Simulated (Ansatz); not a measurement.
# Bands, cutoff and cost in G0W0 for AlN (F-43m), part 2 of 2

Wanted: a G0W0 gap for AlN (F-43m) that is converged in bands and cutoff, or an estimate of the limit.

Ansatz 0.2.0; G0W0 on PBE, plane waves, PAW; PAW set soft_1. Known limits of the many-body steps: not at the basis limit; coarse k mesh.

So far. Step 4 (133 empty bands, screening to 200 eV): Against the run with 6×6×6 mesh, 62 empty bands, screening to 120 eV, PAW set soft_1 files, the gap moves by +0.20 eV. Step 5 (Changing the k mesh: 4×4×4 mesh, 62 empty bands …): Against the run with 6×6×6 mesh, 62 empty bands, screening to 120 eV, PAW set soft_1 files, the gap moves by −0.06 eV, while the start moved by −0.02 eV.

**6. Changing the frequency model: 6×6×6 mesh, 62 empty bands, screening to 120 eV, plasmon pole, PAW set soft_1 files**

A plasmon pole stands in for the full frequency dependence of the screening; this run shows what that costs in accuracy.

Contents of input.yaml:

```yaml
crystal:
  lattice:
    - [0.0, 2.1839935596, 2.1839935596]
    - [2.1839935596, 0.0, 2.1839935596]
    - [2.1839935596, 2.1839935596, 0.0]
  atoms:
    - { symbol: Al, position: [0.0, 0.0, 0.0] }
    - { symbol: "N", position: [0.75, 0.75, 0.75] }
kpoints:
  mp_grid: { grid: [6, 6, 6] }
hamiltonian:
  xc: pbe
  pseudopotentials: { kind: paw, azcp: { folder: soft_1 } }
scf:
  occupations: { method: fixed }
gw:
  n_empty_bands: 62
  ecut_chi: 120
  qp_bands: [v2, c2]
  qp_kpoints: band_edges
  screening: { model: godby_needs }
```

On the command line:

```bash
ansatz run input.yaml --threads 3 --pin off --max-ram 92160MiB --backend cuda --events-out ev --progress --plain --runs-dir out --devices 1 --max-vram 13GiB
```

Numbers of over 12 decimals in the logs are rounded to 6 here.

The log of the run:

```text
GPUs: using 1 of 1 available (devices: 1).
[...]
GPU FFT provider: cuFFT
GPU libraries: cuBLAS 13.8.2, cuFFT 12.4.0, cuSOLVER 12.3.4
Crystal: 2 atoms, lattice volume = 20.835 Å³
Basis set: ecut = 420 eV, 411 PW (Γ)
Bands: 8, of which v1, the nominal top of the filled ones, is band 4 counted from 1 (3 counted from 0)
Symmetry: 24 space group operations
[...]
k-points: 16 of 216 (time reversal used)
[...]
1     6     18.6294    -6.9105    -5.1415   -13.1362  0.8155    19.7217    19.7136  root
[...]
12     3      5.1996   -21.2109     3.6769   -16.5476  0.7852     4.2063     4.2132  root
    12     4      5.1996   -21.2109     3.6769   -16.5476  0.7852     4.2063     4.2132  root
    12     5     10.2882    -5.8665    -3.8136   -10.1533  0.8363    10.7625    10.7614  root
    12     6     15.5843    -6.0620    -4.4425   -11.3011  0.8386    16.3843    16.3809  root
[key lines of the parts left out:]
SCF converged after 7 iterations
Free energy (F): -924.207667 eV
Fermi energy:    6.965493 eV
```

The job ended after 12 s (1 × NVIDIA H100 80GB HBM3 (shared by 6 runs) with 3 threads of AMD EPYC 7R13 (Zen 3), shared host; peak memory 0.95 GiB; 11 s of CPU time).

This step gave:

```
bands summed                                 : 66
plasmon-pole fit frequency                   : 23.01 eV
RPA ε∞ on this mesh (eigenvalues)            : 4.407, 4.407, 4.407
plane waves in the screening matrix          : 59
G0W0 gap on the mesh                         : 4.527 eV
k of the valence top                         : 0, 0, 0
k of the conduction bottom                   : 0, -0.5, -0.5
starting gap on the mesh                     : 3.323 eV
least direct G0W0 gap on the computed points : 5.726 eV
```

Against the run with 6×6×6 mesh, 62 empty bands, screening to 120 eV, PAW set soft_1 files, the gap moves by −0.05 eV.

**7. Changing the files: 6×6×6 mesh, 62 empty bands, screening to 120 eV, hard PAW files**

Other atomic data (hard PAW) test the pseudisation: the cutoff goes from 420 to 900 eV and the valence electrons from 8 to 16, which opens shells that were frozen.

This step: G0W0 on PBE, plane waves, PAW.

input.yaml, the sections that differ from step 6:

```yaml
hamiltonian:
  xc: pbe
  pseudopotentials: { kind: paw, source: ansatz }
gw:
  n_empty_bands: 62
  ecut_chi: 120
  qp_bands: [v2, c2]
  qp_kpoints: band_edges
  screening: { model: contour_deformation }
# crystal, kpoints, scf: as in step 6
```

The log of the run:

```text
GPUs: using 1 of 1 available (devices: 1).
[...]
GPU FFT provider: cuFFT
GPU libraries: cuBLAS 13.8.2, cuFFT 12.4.0, cuSOLVER 12.3.4
Crystal: 2 atoms, lattice volume = 20.835 Å³
Basis set: ecut = 900 eV, 1243 PW (Γ)
Bands: 12, of which v1, the nominal top of the filled ones, is band 8 counted from 1 (7 counted from 0)
Symmetry: 24 space group operations
[...]
k-points: 16 of 216 (time reversal used)
[...]
1    10     20.2504    -6.9004    -5.2957   -13.1354  0.7992    21.1999    21.1898  root
[...]
12     7      6.8308   -21.2498     3.6319   -16.5907  0.7721     5.7903     5.8036  root
    12     8      6.8308   -21.2498     3.6319   -16.5907  0.7721     5.7903     5.8036  root
    12     9     11.9222    -5.8777    -3.8821   -10.1846  0.8323    12.3482    12.3470  root
    12    10     17.2179    -5.9937    -4.5601   -11.2689  0.8334    17.9371    17.9330  root
[key lines of the parts left out:]
SCF converged after 7 iterations
Free energy (F): -2817.779021 eV
Fermi energy:    8.605123 eV
```

It took 11 s on 1 × NVIDIA H100 80GB HBM3 (shared by 6 runs) with 3 threads; peak memory 1 GiB; 8.7 s of CPU time.

Numbers from this step:

* bands summed: 70
* RPA ε∞ on this mesh (eigenvalues): 4.442, 4.442, 4.442
* plane waves in the screening matrix: 59
* G0W0 gap on the mesh: 4.544 eV
* k of the valence top: 0, 0, 0
* k of the conduction bottom: 0, -0.5, -0.5
* starting gap on the mesh: 3.317 eV
* least direct G0W0 gap on the computed points: 5.725 eV

Against the run with 6×6×6 mesh, 62 empty bands, screening to 120 eV, PAW set soft_1 files, the gap moves by −0.04 eV.

**8. The runs together**

Times are wall times on 1 × NVIDIA H100 80GB HBM3 (shared by 6 runs) with 3 threads of AMD EPYC 7R13 (Zen 3), shared host, good to a factor of about two.

| mesh | files | frequency | bands summed | cutoff (eV) | start (eV) | G0W0 (eV) | time | host memory (GiB) |
| --- | --- | --- | --- | --- | --- | --- | --- | --- |
| 6×6×6 | PAW set soft_1 | contour deformation | 25 | 60 | 3.323 | 4.276 | 12 s | 0.96 |
| 6×6×6 | PAW set soft_1 | contour deformation | 66 | 120 | 3.323 | 4.580 | 10 s | 0.97 |
| 6×6×6 | PAW set soft_1 | contour deformation | 137 | 200 | 3.323 | 4.777 | 20 s | 1.0 |
| 4×4×4 | PAW set soft_1 | contour deformation | 66 | 120 | 3.299 | 4.516 | 9 s | 0.96 |
| 6×6×6 | PAW set soft_1 | plasmon pole | 66 | 120 | 3.323 | 4.527 | 12 s | 0.95 |
| 6×6×6 | hard PAW | contour deformation | 70 | 120 | 3.317 | 4.544 | 11 s | 1.0 |

How the two edges are built up, in eV (the quasiparticle level is the starting level plus Σx plus Σc less Vxc):

| run | edge | start | Σx | Σc | Vxc | Z | QP |
| --- | --- | --- | --- | --- | --- | --- | --- |
| 25 bands | valence top | 6.97 | -21.73 | 3.75 | -17.68 | 0.79 | 6.66 |
| 25 bands | conduction bottom | 10.29 | -5.87 | -3.64 | -10.15 | 0.83 | 10.93 |
| 66 bands | valence top | 6.97 | -21.73 | 3.25 | -17.68 | 0.78 | 6.16 |
| 66 bands | conduction bottom | 10.29 | -5.87 | -3.83 | -10.15 | 0.83 | 10.74 |
| 137 bands | valence top | 6.97 | -21.73 | 2.98 | -17.68 | 0.78 | 5.90 |
| 137 bands | conduction bottom | 10.29 | -5.87 | -3.90 | -10.15 | 0.83 | 10.67 |

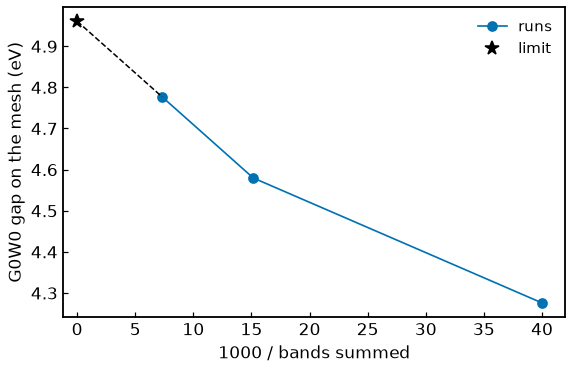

The gap against one over the number of bands; the dashed line carries the two highest rungs to the limit.

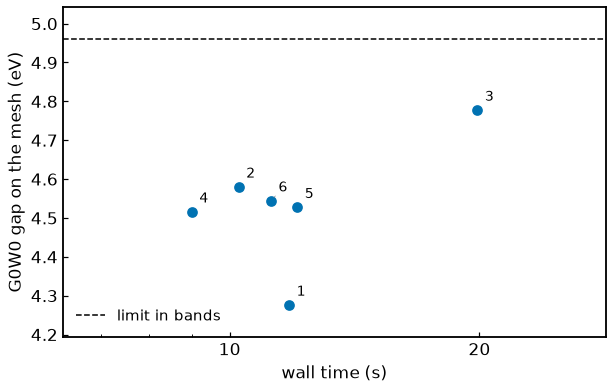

Result against wall time. Points are numbered: 1 25; 2 66; 3 137; 4 66 4×4×4; 5 66 pole; 6 70 hard.

**9. Outcome**

```yaml
25_bands_60_ev: 4.276 eV
66_bands_120_ev: 4.580 eV
137_bands_200_ev: 4.777 eV
estimated_limit_in_bands_and_cutoff: 4.96 eV
mesh_and_start: 6×6×6, PBE
```

A line in one over the bands through the two highest rungs gives 4.96 eV, +0.18 eV from the top rung; the pair below gives 4.77 eV, so the estimate is still climbing. The rungs stand 0.69 eV (25 bands), 0.38 eV (66 bands) and 0.18 eV (137 bands) from it. From 25 to 137 bands the gap moves by +0.50 eV. Σc changes by −0.76 eV at the valence top and −0.26 eV at the conduction bottom, so the valence edge carries most of the change. On the 4×4×4 mesh in place of 6×6×6 the gap differs by −0.06 eV, of which −0.02 eV is already in the start. The plasmon-pole model gives −0.05 eV against contour deformation, 4 % of the correction, and saved no time in this program. Hard PAW files move the gap by −0.04 eV at equal bands and cutoff, −0.01 eV of it in the start.

[Paths, hosts, dates, memory and timing lines, banners, echoed tables and standing remarks are left out of the program output.]

[Logs are printed without paths, hosts, clocks, repeated set-up lines and the standing remarks that a program may print on its own settings, such as how far it seeks lower states.]

[Runs of the session that timed out or met a known fault of the program may be left out.]

[Cells called generated may have been cut or substituted from an entry of the Crystallography Open Database or the Materials Project.]

[Hosts, paths, dates, database ids (printed as entryN), source tags and the programs' standing remarks are cut or masked in the printed files.]
